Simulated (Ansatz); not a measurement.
## Electronic structure of CdTe (slab) in real space

```
CELL_PARAMETERS angstrom
4.68053 0.00000 0.00000
0.00000 6.61926 0.00000
0.00000 0.00000 24.36105
ATOMIC_POSITIONS crystal
Cd 0.50000 0.44617 0.33175
Te 0.00000 0.24483 0.30003
Cd 0.00000 0.02448 0.39989
Te 0.50000 0.77111 0.40542
Cd 0.50000 0.51468 0.50000
Te 0.00000 0.26209 0.50000
Cd 0.00000 0.02449 0.60011
Te 0.50000 0.77112 0.59458
Cd 0.50000 0.44619 0.66825
Te 0.00000 0.24484 0.69998
```

The calculation used Ansatz 0.2.0, DFT PBE, scalar-relativistic, plane waves, PAW.

In a PAW calculation such maps are meaningful between the atoms, not at the nuclei.

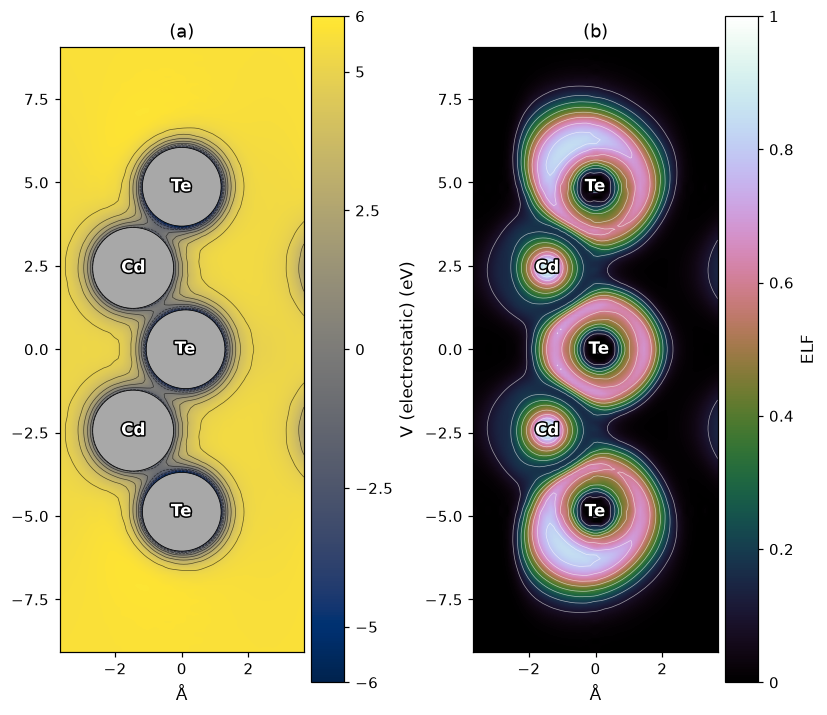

Figure 1. (a) electrostatic potential (local pseudopotential plus Hartree) felt by an electron; (b) ELF on the (100) plane of the calculation cell, a cut from vacuum to vacuum. Grey discs cover the atomic cores in the potential map.

Question: Describe what can be read from this map.

Answer: The section cuts through Te and Cd sites. Cd–Te (2.84 Å): the ELF peaks at about 0.65 in the valence shell of Te, 1.2 Å from its nucleus, and is about 0.50 at the midpoint. Cd–Te (2.90 Å): the ELF peaks at about 0.70 in the valence shell of Te, 1.2 Å from its nucleus, and drops to about 0.15 between the two atoms. The ELF also peaks beside Te, away from the bonds: lone-pair regions. The features right at Cd lie inside the PAW spheres, where the map follows smoothed inner orbitals and isn't to be read closely. Outside the cores the potential energy rises away from the atoms and is highest in the vacuum; its zero is arbitrary.

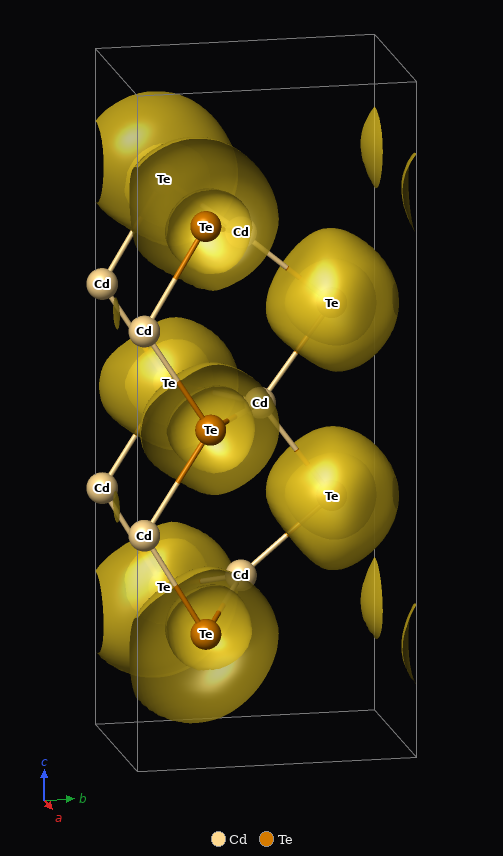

Figure 2. Isosurface of the electron localisation function at 0.55 (yellow), seen slightly off an axis. Only the valence region is drawn (cores and ρ < 0.01 e/Å³ removed). Sticks mark near contacts.

Question: What do the ELF domains correspond to?

Answer: The ELF exceeds this value in five regions wrapped around Te (the valence shell of each), counted in one cell of 10 atoms. Counts are for one cell; the picture repeats the cell along the surface. Along the contacts the grid gives the following. Cd–Te (2.80 Å): the ELF is about 0.50 at the midpoint. Cd–Te (2.86 Å): the ELF is about 0.50 at the midpoint and 0.15 at its lowest between the atoms.

Question: Does the calculation give a band gap?

Answer: It is gapped, with a Kohn–Sham gap of 1.2 eV on the k-point mesh (the band edges may lie off the mesh, which would make the gap smaller).
